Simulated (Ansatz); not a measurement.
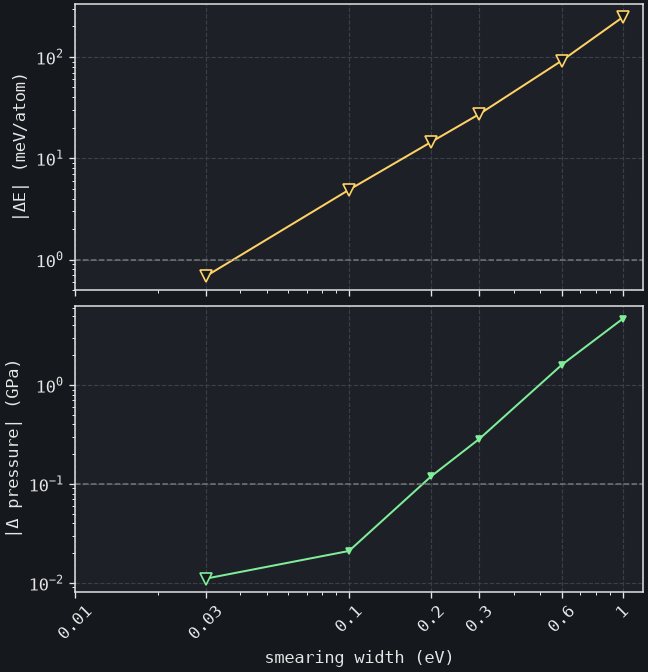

Convergence test: the smearing width is varied and all else is held.
System: Ir (Fm-3m, 1 atom in the cell).
Method: DFT, LDA (PW92), plane waves (420 eV) with PAW, scalar-relativistic (Ansatz 0.2.0); 14×14×14 k-mesh, Gaussian smearing.
ΔE is the free energy less its value at the smallest setting, 0.01 eV.
Dashed lines or grey bands mark the tolerance: 1 meV/atom and 0.1 GPa.
On logarithmic panels, open markers lie below the reference value and filled ones above.

Q: From which setting is the free energy converged to 1 meV/atom?

A: The free energy is within 1 meV/atom of the smallest setting's value from 0.03 eV down. It is off by 250 meV/atom at 1 eV, 27 meV/atom at 0.3 eV and 4.9 meV/atom at 0.1 eV (always below it). The free energy falls with the width because it holds the −TS term of the fractional occupations.

Q: How does the pressure behave (tolerance 0.1 GPa)?

A: The pressure is within 0.1 GPa of the smallest setting's value from 0.1 eV down. It is off by 4.7 GPa at 1 eV, 0.29 GPa at 0.3 eV and 0.12 GPa at 0.2 eV (on both sides of it).
